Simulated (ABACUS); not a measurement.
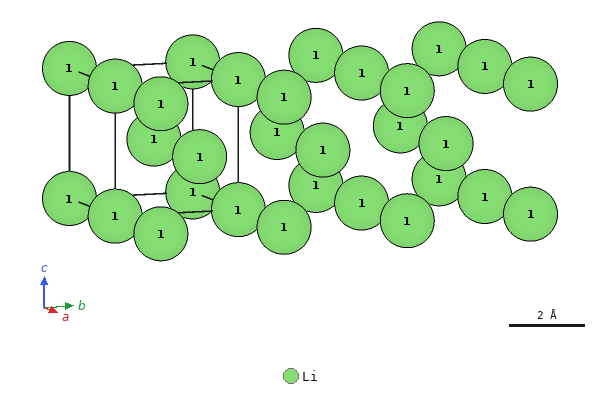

Fig. 1: The input geometry (spheres-only view of the cell 2 times as large as that of the calculation, set on its symmetry axes, repeated 2 × 3 × 1, seen slightly off an axis; atoms are numbered from 1 in the order of the input).

## Band-structure run, with input and output: Li

Li (Im-3m, 1 atom in the cell), computed with Kohn-Sham DFT of a periodic cell, HLE16, GBRV ultrasoft 1.5 PBE, no spin polarisation (ABACUS 3.10.1).

The structure derives from an entry of the Crystallography Open Database.

**Log**
```
ABACUS v3.10.1

               Atomic-orbital Based Ab-initio Computation at UStc

 ------------------------------------------------------------------------------------

 READING GENERAL INFORMATION
                           global_out_dir = OUT.Li/
                           global_in_card = INPUT
                               pseudo_dir = ./
                              orbital_dir =
                                    DSIZE = 4
                                    GSIZE = 1

 READING UNITCELL INFORMATION
                                    ntype = 1
                  lattice constant (Bohr) = 6.63162
              lattice constant (Angstrom) = 3.5093

 READING ATOM TYPE 1
                               atom label = Li
                      L=0, number of zeta = 1
                      L=1, number of zeta = 1
                      L=2, number of zeta = 1
             number of atom for this type = 1

                        TOTAL ATOM NUMBER = 1
DIRECT COORDINATES
    atom                   x                   y                   z     mag                  vx                  vy                  vz
taud_Li1            0.0000000000        0.0000000000        0.0000000000  0.0000        0.0000000000        0.0000000000        0.0000000000

                          Volume (Bohr^3) = 145.824
                             Volume (A^3) = 21.6088

 Lattice vectors: (Cartesian coordinate: in unit of a_0)
                 +0.5                +0.5                +0.5
                 -0.5                +0.5                +0.5
                 -0.5                -0.5                +0.5
 Reciprocal vectors: (Cartesian coordinate: in unit of 2 pi/a_0)
                   +1                  -0                  +1
                   -1                  +1                  -0
                   +0                  -1                  +1
 The esolver type has been set to : ksdft_pw

                PAO radial cut off (Bohr) = 10

 Read in pseudopotential file is li_pbe_v1.4.uspp.F.UPF
                     pseudopotential type = US
          exchange-correlation functional = PBE
                 nonlocal core correction = 0
                        valence electrons = 3
                                     lmax = 1
                           number of zeta = 3
                     number of projectors = 5
                           L of projector = 0
                           L of projector = 0
                           L of projector = 0
                           L of projector = 1
                           L of projector = 1
 XC functional updated to : GGA_XC_HLE16
          exchange-correlation functional = GGA_XC_HLE16
     initial pseudo atomic orbital number = 5

 SETUP THE ELECTRONS NUMBER
            electron number of element Li = 3
      total electron number of element Li = 3
            AUTOSET number of electrons:  = 3
                           occupied bands = 2
                                   NBANDS = 12
                                   NLOCAL = 9

%%%%%%%%%%%%%%%%%%%%%%%%%%%%%%%%%%%%%%%%%%%%%%%%%%%%%%%%%%%%%%%%%%%%%%%%%%%%%%%%%%%%%%%%%%%%%%%%%%%%%%%%%%
 Warning: the number of valence electrons in pseudopotential > 1 for Li: [He] 2s1
 Pseudopotentials with additional electrons can yield (more) accurate outcomes, but may be less efficient.
 If you're confident that your chosen pseudopotential is appropriate, you can safely ignore this warning.
%%%%%%%%%%%%%%%%%%%%%%%%%%%%%%%%%%%%%%%%%%%%%%%%%%%%%%%%%%%%%%%%%%%%%%%%%%%%%%%%%%%%%%%%%%%%%%%%%%%%%%%%%%

 SETUP THE PLANE WAVE BASIS
 energy cutoff for charge/potential (unit:Ry) = 160
            fft grid for charge/potential = [ 24, 24, 24 ]
                        fft grid division = [ 1, 1, 1 ]
        big fft grid for charge/potential = [ 36, 36, 36 ]
                                     nbxx = 46656
                                     nrxx = 13824

 SETUP PLANE WAVES FOR CHARGE/POTENTIAL
                    number of plane waves = 5017
                         number of sticks = 399

 PARALLEL PW FOR CHARGE/POTENTIAL
     PROC   COLUMNS(POT)             PW
        1            399           5017
 --------------- sum -------------------
        1            399           5017
                            number of |g| = 84
                                  max |g| = 178
                                  min |g| = 0

 energy cutoff for dense charge/potential (unit:Ry) = 320
      fft grid for dense charge/potential = [ 36, 36, 36 ]
                                     nrxx = 46656

 SETUP PLANE WAVES FOR dense CHARGE/POTENTIAL
                    number of plane waves = 14171
                         number of sticks = 797

 PARALLEL PW FOR dense CHARGE/POTENTIAL
     PROC   COLUMNS(POT)             PW
        1            797          14171
 --------------- sum -------------------
        1            797          14171
                            number of |g| = 166
                                  max |g| = 356
                                  min |g| = 0

----------- Double Check Mixing Parameters Begin ------------
mixing_type: broyden
mixing_beta: 0.7
mixing_gg0: 1
mixing_gg0_min: 0.1
mixing_ndim: 8
----------- Double Check Mixing Parameters End ------------

 LATTICE VECTORS: (CARTESIAN COORDINATE: IN UNIT OF A0)
                 +0.5                +0.5                +0.5
                 -0.5                +0.5                +0.5
                 -0.5                -0.5                +0.5
                       right hand lattice = 1
                                   NORM_A = 0.866025
                                   NORM_B = 0.866025
                                   NORM_C = 0.866025
                           ALPHA (DEGREE) = 70.5288
                           BETA  (DEGREE) = 109.471
                           GAMMA (DEGREE) = 70.5288

 The lattice vectors have been changed (STRU_SIMPLE.cif)

(for optimal symmetric configuration:)
                             BRAVAIS TYPE = 2
                     BRAVAIS LATTICE NAME = 02. Cubic I (body-centered)
                                    ibrav = 2
                                    IBRAV = 2
                                  BRAVAIS = BODY CENTERED CUBIC
                       LATTICE CONSTANT A = 1
Original cell was already a primitive cell.
                        ROTATION MATRICES = 48
              PURE POINT GROUP OPERATIONS = 48
                   SPACE GROUP OPERATIONS = 48
                              POINT GROUP = O_h
               POINT GROUP IN SPACE GROUP = O_h

 SETUP K-POINTS
                                    nspin = 1
                   Input type of k points = Monkhorst-Pack(Gamma)
                                   nkstot = 729
                       right hand lattice = 1
(for reciprocal lattice: )
                             BRAVAIS TYPE = 3
                     BRAVAIS LATTICE NAME = 03. Cubic F (face-centered)
                                    ibrav = 3
                       right hand lattice = 1
(for k-lattice: )
                             BRAVAIS TYPE = 3
                     BRAVAIS LATTICE NAME = 03. Cubic F (face-centered)
                                    ibrav = 3
                       right hand lattice = 1
                        ROTATION MATRICES = 48
                               nkstot_ibz = 35
K-POINTS REDUCTION ACCORDING TO SYMMETRY
     IBZ    DIRECT_X    DIRECT_Y    DIRECT_Z  WEIGHT  ibz2bz
       1  0.00000000  0.00000000  0.00000000  0.0014       0
       2  0.11111111  0.11111111  0.00000000  0.0165       1
       3  0.22222222  0.22222222  0.00000000  0.0165       2
       4  0.33333333  0.33333333  0.00000000  0.0165       3
       5  0.44444444  0.44444444  0.00000000  0.0165       4
       6  0.11111111  0.22222222  0.11111111  0.0329      11
       7  0.11111111  0.33333333  0.22222222  0.0658      12
       8  0.33333333  0.44444444  0.11111111  0.0658      13
       9  0.44444444 -0.11111111  0.44444444  0.0329      14
      10  0.22222222  0.44444444  0.22222222  0.0329      22
      11  0.44444444 -0.22222222  0.33333333  0.0658      23
      12  0.33333333 -0.33333333  0.33333333  0.0110      33
      13  0.11111111  0.11111111  0.11111111  0.0082      91
      14  0.22222222  0.22222222  0.11111111  0.0329      92
      15  0.11111111  0.33333333  0.33333333  0.0329      93
      16  0.44444444  0.44444444  0.11111111  0.0329      94
      17  0.22222222  0.33333333  0.22222222  0.0329     102
      18  0.33333333  0.44444444  0.22222222  0.0658     103
      19  0.44444444 -0.22222222  0.44444444  0.0329     104
      20  0.11111111  0.33333333  0.11111111  0.0110     109
      21  0.44444444 -0.33333333  0.33333333  0.0329     113
      22  0.22222222  0.44444444  0.11111111  0.0329     118
      23  0.44444444 -0.11111111  0.33333333  0.0329     127
      24  0.44444444 -0.22222222  0.22222222  0.0329     128
      25  0.33333333 -0.22222222  0.33333333  0.0329     137
      26  0.22222222  0.22222222  0.22222222  0.0082     182
      27  0.33333333  0.33333333  0.22222222  0.0329     183
      28  0.44444444  0.44444444  0.22222222  0.0329     184
      29  0.33333333  0.44444444  0.33333333  0.0329     193
      30  0.44444444 -0.33333333  0.44444444  0.0329     194
[... 5 further k points ...]

                               nkstot now = 35
[... K-POINTS DIRECT COORDINATES: 35 rows ...]

           k-point number in this process = 9
       minimum distributed K point number = 8
[... stars of the k points ...]

[... K-POINTS CARTESIAN COORDINATES: 9 rows ...]

[... K-POINTS DIRECT COORDINATES: 9 rows ...]

 SETUP PLANE WAVES FOR WAVE FUNCTIONS
     energy cutoff for wavefunc (unit:Ry) = 40
              fft grid for wave functions = [ 24, 24, 24 ]
                    number of plane waves = 959
                         number of sticks = 129

 PARALLEL PW FOR WAVE FUNCTIONS
     PROC   COLUMNS(POT)             PW
        1            129            959
 --------------- sum -------------------
        1            129            959

 SETUP NONLOCAL PSEUDOPOTENTIALS IN PLANE WAVE BASIS
 Li non-local projectors:
 projector 1 L=0
 projector 2 L=0
 projector 3 L=0
 projector 4 L=1
 projector 5 L=1
      TOTAL NUMBER OF NONLOCAL PROJECTORS = 9

 Init Non-Local PseudoPotential table :
 Init Non-Local-Pseudopotential done.

                                     npwx = 627

 Make real space PAO into reciprocal space.
       max mesh points in Pseudopotential = 625
     dq(describe PAO in reciprocal space) = 0.01
                                    max q = 763

 number of pseudo atomic orbitals for Li is 3
WARNING: norm of atomic wavefunction # 2 of atomic type Li is 0.999325, renormalized
WARNING: norm of atomic wavefunction # 3 of atomic type Li is 0.995522, renormalized

 -------------------------------------------
 SELF-CONSISTENT
 -------------------------------------------
                                 init_chg = atomic

 PW ALGORITHM --------------- ION=   1  ELEC=   1--------------------------------

 Density error is 0.133132855315
                          Error Threshold = 0.01
----------------------------------------------------------
     Energy           Rydberg                 eV
----------------------------------------------------------
 E_KohnSham     -15.2523248945       -207.5185263126
 E_Harris       -16.2144367898       -220.6087302022
 E_Fermi        0.0328647924         0.4471484400
----------------------------------------------------------

 PW ALGORITHM --------------- ION=   1  ELEC=   2--------------------------------

 Density error is 0.0106267434975
                          Error Threshold = 0.00443776184382
----------------------------------------------------------
     Energy           Rydberg                 eV
----------------------------------------------------------
 E_KohnSham     -15.2563188262       -207.5728665410
 E_Harris       -15.5046620112       -210.9517489165
 E_Fermi        0.0004001343         0.0054441063
----------------------------------------------------------

 PW ALGORITHM --------------- ION=   1  ELEC=   3--------------------------------

 Density error is 0.000244895735229
                          Error Threshold = 0.000354224783249
----------------------------------------------------------
     Energy           Rydberg                 eV
----------------------------------------------------------
 E_KohnSham     -15.2572940919       -207.5861357111
 E_Harris       -15.2835004546       -207.9426915679
 E_Fermi        -0.0180072694        -0.2450014690
----------------------------------------------------------

 PW ALGORITHM --------------- ION=   1  ELEC=   4--------------------------------

 Density error is 2.44243887988e-05
                          Error Threshold = 8.16319117428e-06
----------------------------------------------------------
     Energy           Rydberg                 eV
----------------------------------------------------------
 E_KohnSham     -15.2583373701       -207.6003302399
 E_Harris       -15.2567255575       -207.5784004045
 E_Fermi        -0.0201335162        -0.2739305414
----------------------------------------------------------

 PW ALGORITHM --------------- ION=   1  ELEC=   5--------------------------------

 Density error is 7.36098831487e-08
                          Error Threshold = 8.14146293294e-07
----------------------------------------------------------
     Energy           Rydberg                 eV
----------------------------------------------------------
 E_KohnSham     -15.2585549561       -207.6032906486
 E_Harris       -15.2584956093       -207.6024831945
 E_Fermi        -0.0203453379        -0.2768125237
----------------------------------------------------------

 PW ALGORITHM --------------- ION=   1  ELEC=   6--------------------------------

 Density error is 3.32582426127e-09
                          Error Threshold = 2.45366277162e-09
----------------------------------------------------------
     Energy           Rydberg                 eV
----------------------------------------------------------
 E_KohnSham     -15.2585557287       -207.6033011603
 E_KS(sigma->0) -15.2583717159       -207.6007975388
 E_Harris       -15.2586277623       -207.6042812284
 E_band         -7.6574424566        -104.1848495167
 E_one_elec     -9.9353377647        -135.1772051541
 E_Hartree      3.8570807107         52.4782753117
 E_xc           -4.2409984805        -57.7017445441
 E_Ewald        -4.9389321688        -67.1976195307
 E_entropy(-TS) -0.0003680254        -0.0050072431
 E_descf        0.0000000000         0.0000000000
 E_exx          0.0000000000         0.0000000000
 E_Fermi        -0.0204087304        -0.2776750218
----------------------------------------------------------

 charge density convergence is achieved
 final etot is -207.60330116 eV
 EFERMI = -0.27767502181 eV

 STATE ENERGY(eV) AND OCCUPATIONS    NSPIN == 1
 1/9 kpoint (Cartesian) = 0.0000 0.0000 0.0000 (627 pws)
       1       -51.2675     0.00274348
       2       -3.88332     0.00274348
       3        14.1352        0.00000
       4        14.1352        0.00000
       5        14.1352        0.00000
       6        18.3541        0.00000
       7        18.3541        0.00000
       8        18.3541        0.00000
       9        19.2424        0.00000
      10        19.2424        0.00000
      11        19.5826        0.00000
      12        19.5826        0.00000

 2/9 kpoint (Cartesian) = 0.0000 0.11111 0.11111 (625 pws)
       1       -51.2664      0.0329218
       2       -3.64473      0.0329218
       3        12.4581        0.00000
       4        13.1208        0.00000
       5        13.7086        0.00000
       6        16.4697        0.00000
       7        16.4869        0.00000
       8        18.2536        0.00000
       9        19.3851        0.00000
      10        19.9560        0.00000
      11        21.8814        0.00000
      12        22.0526        0.00000

 3/9 kpoint (Cartesian) = 0.0000 0.22222 0.22222 (627 pws)
       1       -51.2636      0.0329218
       2       -2.92971      0.0329218
       3        8.99644    9.19489e-83
       4        11.6457        0.00000
       5        12.7390        0.00000
       6        14.7107        0.00000
       7        15.8612        0.00000
       8        18.5057        0.00000
       9        21.0697        0.00000
      10        23.1893        0.00000
      11        25.2369        0.00000
      12        25.6370        0.00000

 4/9 kpoint (Cartesian) = 0.0000 0.33333 0.33333 (626 pws)
       1       -51.2605      0.0329218
       2       -1.75585      0.0329218
       3        5.71756    2.77676e-54
       4        10.5595        0.00000
       5        11.8511        0.00000
       6        13.5146        0.00000
       7        15.8680        0.00000
       8        19.6750        0.00000
       9        23.0522        0.00000
      10        26.2883        0.00000
      11        27.1847        0.00000
      12        28.1152        0.00000

 5/9 kpoint (Cartesian) = 0.0000 0.44444 0.44444 (622 pws)
       1       -51.2584      0.0329218
       2      -0.310926      0.0217411
       3        3.18664    2.67190e-32
       4        10.0012        0.00000
       5        11.3618        0.00000
       6        12.9151        0.00000
       7        16.0274        0.00000
       8        21.2542        0.00000
       9        23.7636        0.00000
      10        25.3492        0.00000
      11        26.8009        0.00000
      12        31.6879        0.00000

 6/9 kpoint (Cartesian) = -0.11111 0.11111 0.22222 (626 pws)
       1       -51.2644      0.0658436
       2       -3.16734      0.0658436
       3        10.6833        0.00000
       4        11.0222        0.00000
       5        12.5204        0.00000
       6        16.0045        0.00000
       7        16.2722        0.00000
       8        18.3871        0.00000
       9        20.3409        0.00000
      10        22.3584        0.00000
      11        22.4610        0.00000
      12        26.3365        0.00000

[... levels at 3 further k points ...]

------------------------------------------------------------------------------------------
 TOTAL-FORCE (eV/Angstrom)
------------------------------------------------------------------------------------------
                       Li1         0.0000000000         0.0000000000         0.0000000000
------------------------------------------------------------------------------------------

----------------------------------------------------------------
 TOTAL-STRESS (KBAR)
----------------------------------------------------------------
       -22.0016023602         0.0000000000         0.0000000000
         0.0000000000       -22.0016023602         0.0000000000
         0.0000000000         0.0000000000       -22.0016023602
----------------------------------------------------------------
 TOTAL-PRESSURE: -22.001602 KBAR

 --------------------------------------------
 !FINAL_ETOT_IS -207.6033011603383613 eV
 --------------------------------------------
```

The run was set up as follows.

**The input**
```
INPUT_PARAMETERS
suffix              Li
calculation         scf
basis_type          pw
pseudo_dir          ./
latname             bcc
symmetry            1
dft_functional      GGA_XC_HLE16
ecutwfc             40
pseudo_rcut         10
nspin               1
nbands              12
ks_solver           dav
smearing_method     fd
smearing_sigma      0.00367493
scf_thr             1e-08
scf_nmax            100
mixing_type         broyden
mixing_beta         0.7
cal_force           1
cal_stress          1
ecutrho             320
out_chg             1
kpar                4
```

**File STRU**
```
ATOMIC_SPECIES
Li 6.9400 li_pbe_v1.4.uspp.F.UPF

LATTICE_CONSTANT
6.6316158891

ATOMIC_POSITIONS
Direct

Li
0.0
1
0.0000000000 0.0000000000 0.0000000000 1 1 1
```

**File KPT**
```
K_POINTS
0
Gamma
9 9 9 0 0 0
```

Command:
```bash
OMP_NUM_THREADS=1 mpirun -np 4 abacus > log
```

**Summary**

- outcome: converged
- space group (tolerance 0.01 Å): Im-3m (229)
- electrons treated: 3
- free energy: −207.6033 eV
- Fermi energy of the self-consistent step: −0.278 eV
- gap on the k-point mesh: none (metallic)
- pressure: −2.20 GPa
- largest force (length of the vector): under 0.001 eV/Å
- hardware: 4 threads of Intel Xeon (Sapphire Rapids), 16 GiB of memory available, shared host
- wall time: 2 s (CPU time 7.3 s)
- peak memory: 0.28 GiB
